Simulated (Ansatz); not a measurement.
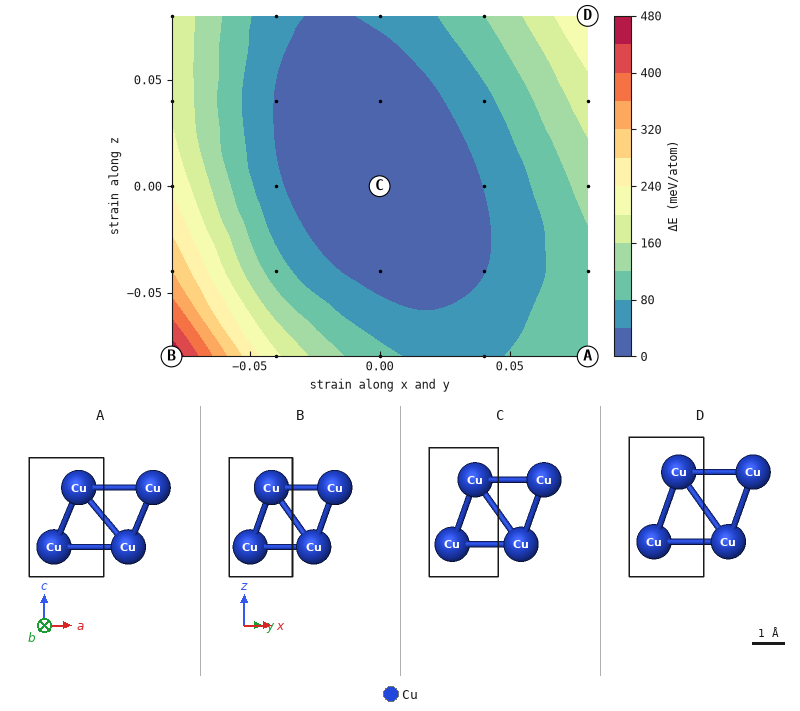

Crystalline Cu (P6_3/mmc): the cell is strained equally along x and y and separately along z, with the atoms kept at their fractional coordinates. x, y and z are the Cartesian axes of the input. The map is interpolated between the computed points (dots). The lettered frames are marked on it. Style: ball-and-stick. Shown: the cell of the calculation, repeated 2 × 2 × 1 with one cell outlined, along the b axis.

The calculation used DFT r2SCAN, scalar-relativistic, plane waves, PAW in Ansatz. Settings: plane-wave cutoff 500 eV; k-point mesh 24 × 24 × 12; occupations gaussian; smearing width 0.15 eV; no spin polarisation. Energies (free energies at the smearing named) are counted from the cell as listed in its source, which wasn't relaxed.

> Describe the energy landscape.

In pairs of (strain along x and y; strain along z): the lowest computed point lies at (0.000, 0.000) (0 meV/atom), the highest at (−0.080, −0.080) (473 meV/atom). The valley is tilted: raising the in-plane strain is made harder by raising the strain along z (cross term 0.41 of the geometric mean of the two curvatures). Over the ranges scanned the energy rises more along the first axis, the in-plane strain. The pressure runs from −20.6 GPa at (0.080, 0.080) to 76.2 GPa at (−0.080, −0.080). The frames lie at A (0.080, −0.080): 117 meV/atom, B (−0.080, −0.080): 473 meV/atom, C (0.000, 0.000): 0 meV/atom, D (0.080, 0.080): 241 meV/atom.

The computed points:

Rows: strain along x and y; columns: strain along z; values in meV/atom.

|  | −0.080 | −0.040 | 0.000 | 0.040 | 0.080 |
| --- | --- | --- | --- | --- | --- |
| −0.080 | 473 | 321 | 234 | 196 | 192 |
| −0.040 | 208 | 101 | 49 | 38 | 55 |
| 0.000 | 92 | 23 | 0 | 11 | 46 |
| 0.040 | 73 | 39 | 40 | 69 | 119 |
| 0.080 | 117 | 111 | 135 | 180 | 241 |
